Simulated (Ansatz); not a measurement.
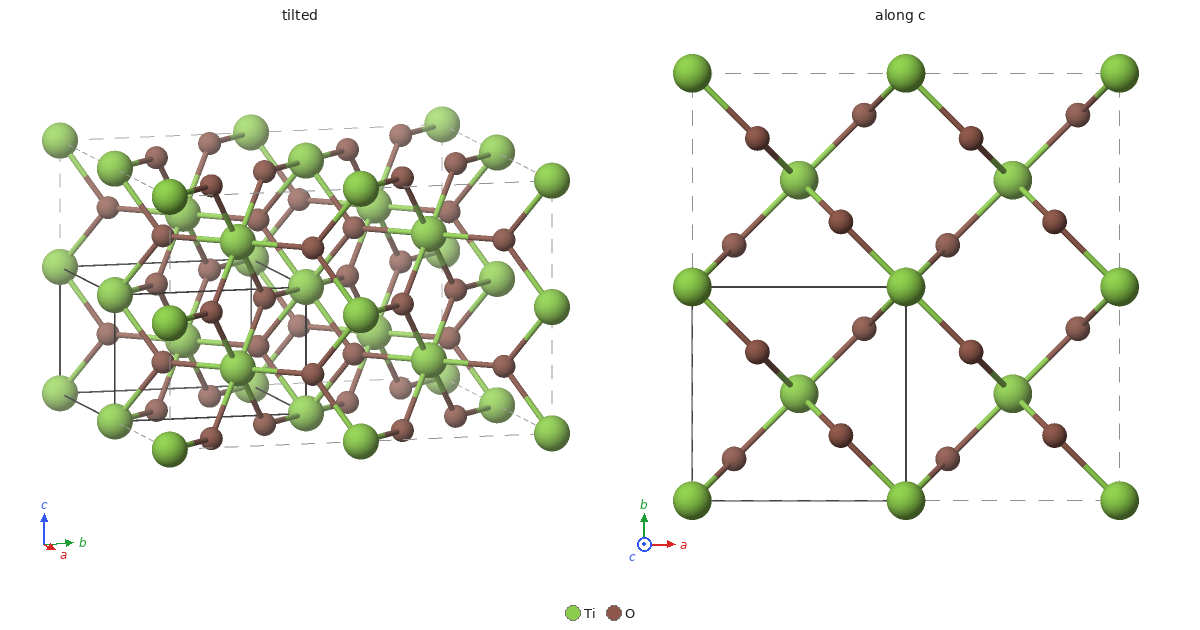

The crystal in a ball-and-stick representation, seen slightly off an axis and along the c axis. A 2×2×2 array of cells is drawn; the conventional unit cell has the solid edges.

It has the composition TiO₂. The atoms follow space group P4_2/mnm (No. 136); the Bravais lattice is primitive tetragonal. Among the common structure types it is rutile. The cell comprises 2 formula units: 2 Ti, 4 O. Each Ti atom is coordinated by six O in a distorted octahedral arrangement. The neighbours of O are three Ti. Not all metal-metal contacts are counted. The bonds build a three-dimensional framework.

Its origin is a structure listed in the Materials Project. The final geometry of a relaxation with DFT, r2SCAN, plane waves, PAW (Ansatz) is shown.
